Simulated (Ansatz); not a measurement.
```
CELL_PARAMETERS angstrom
-0.16504 0.00000 -4.12141
0.00000 4.37954 0.00000
4.15129 0.00000 0.16504
ATOMIC_POSITIONS crystal
Rb 0.00000 0.03635 0.00000
Br 0.50000 0.46365 0.50000
```

Space group P2; a structure from a database of computed crystals, not necessarily the ambient phase; changed on purpose from its base cell (strained and moved within a subgroup).

The calculation used DFT PBE, scalar-relativistic, plane waves, PAW in Ansatz 0.2.0.

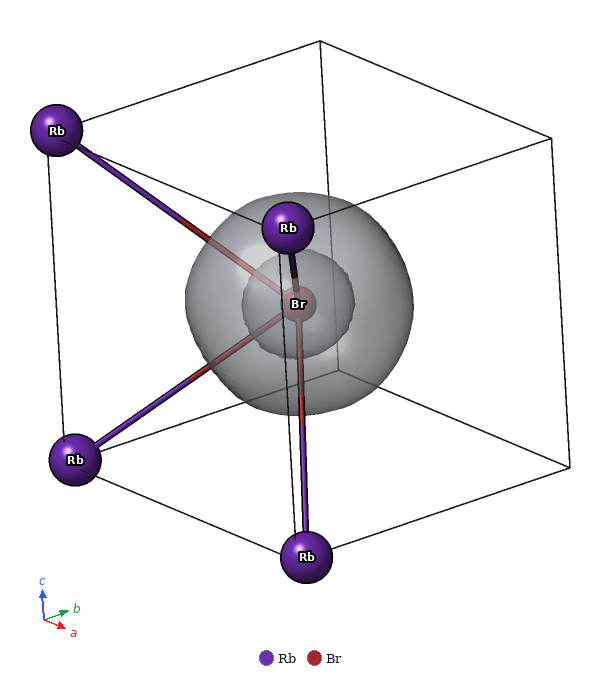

RbBr. Isosurface of the ELF at 0.75 (grey), seen at an oblique angle. Only the valence region is drawn (cores and ρ < 0.01 e/Å³ removed). Sticks mark near contacts.

Core electrons are frozen (PAW), and the valence fields are smoothed inside the atomic spheres.

Question: Where are the electrons localised?

Answer: The surface consists of one region wrapped around Br (its valence shell), counted in one cell of 2 atoms. Any copies at cell faces, edges or corners count once. Along the contacts the grid gives the following. Rb–Br (3.37 Å): the ELF is about 0.10 at the midpoint (a closed-shell, largely ionic contact). Rb–Br (3.57 Å): the ELF is about 0.05 at the midpoint: a closed-shell, largely ionic contact.

Question: Metal or insulator at this level of theory?

Answer: It is gapped, with a Kohn–Sham gap of 3.8 eV on the k-point mesh (the band edges may lie off the mesh, which would make the gap smaller).
